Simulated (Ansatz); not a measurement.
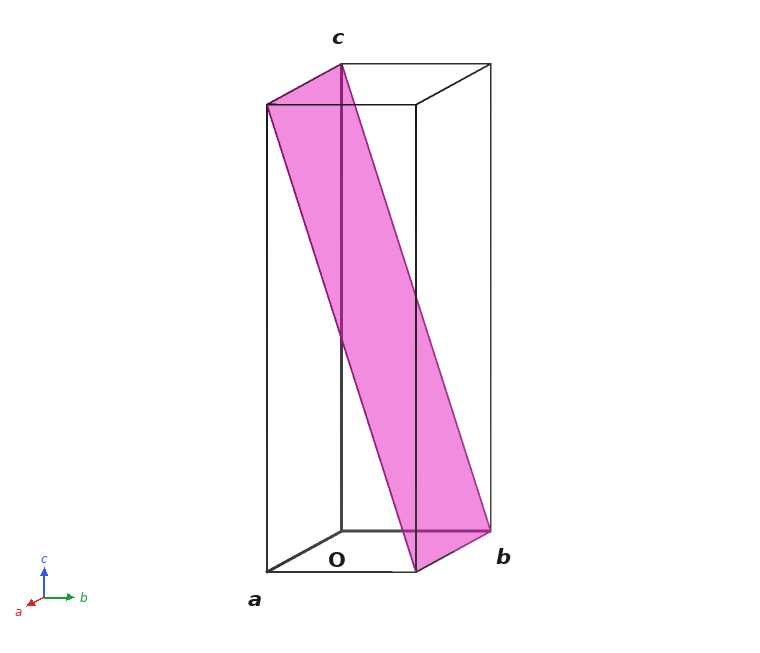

Crystal: Ge, coordinates from a relaxation with Ansatz, DFT, BLYP, plane waves (420 eV) with PAW, scalar-relativistic; the starting structure was generated, so it need not be a known form of this composition. Every member of one family of equally spaced planes, hx + ky + lz = a whole number, that cuts the unit cell is shaded (one member passes through the origin O, touching the cell only at an edge or corner). Symmetry computed with spglib at a tolerance of 0.002 Å; standard conventional cell.

a = 3.123 Å, b = 3.123 Å, c = 10.320 Å, α = 90.00°, β = 90.00°, γ = 120.00°.

**What are the Miller indices?**

(0 1 1), in four indices (0 1 −1 1); the opposite sign names the same planes. The member next to the origin meets the axes a never, b at 1, c at 1.

**What is the spacing?**

d = 2.616 Å.

**The space group is P6₃/mmc (No. 194). How many reflections hkl are equivalent to this one (itself included), and does it occur?**

12 reflections are equivalent in the Laue class 6/mmm. The space group allows the reflection.
